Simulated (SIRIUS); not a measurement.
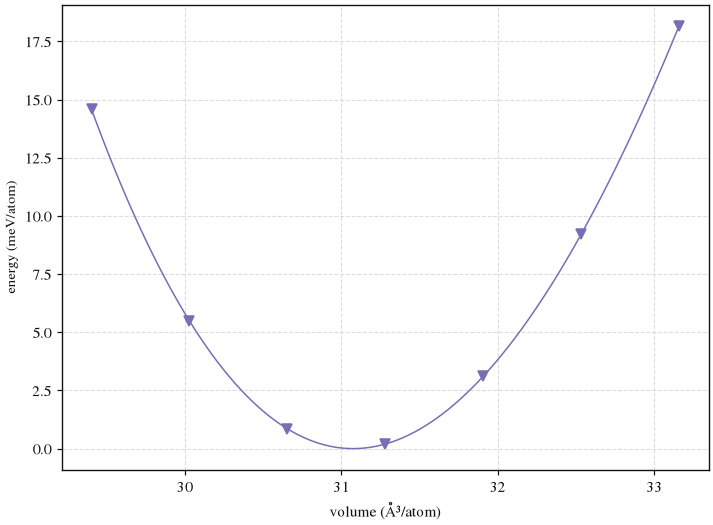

The picture above shows the energy against volume.

How it was computed, with SIRIUS 7.10.0: plane-wave DFT, no spin polarisation; energies at scaled volumes of the given cell, shape and fractions fixed, counted from the fit's minimum, third-order Birch-Murnaghan fit. Level: PBEsol.

For which of these solids was it computed?
A. W, Im-3m (No. 229)
B. SnTe, Fm-3m (No. 225)
C. Ta, Im-3m (No. 229)

Answer. B, SnTe: energy from 0.20 meV/atom to 18.16 meV/atom, V0 31.07 Å³/atom, B0 47 GPa. The others give: Ta, energy from 0.00 meV/atom to 68.47 meV/atom, V0 17.64 Å³/atom, B0 212 GPa; W, energy from 1.19 meV/atom to 67.07 meV/atom, V0 15.71 Å³/atom, B0 317 GPa.
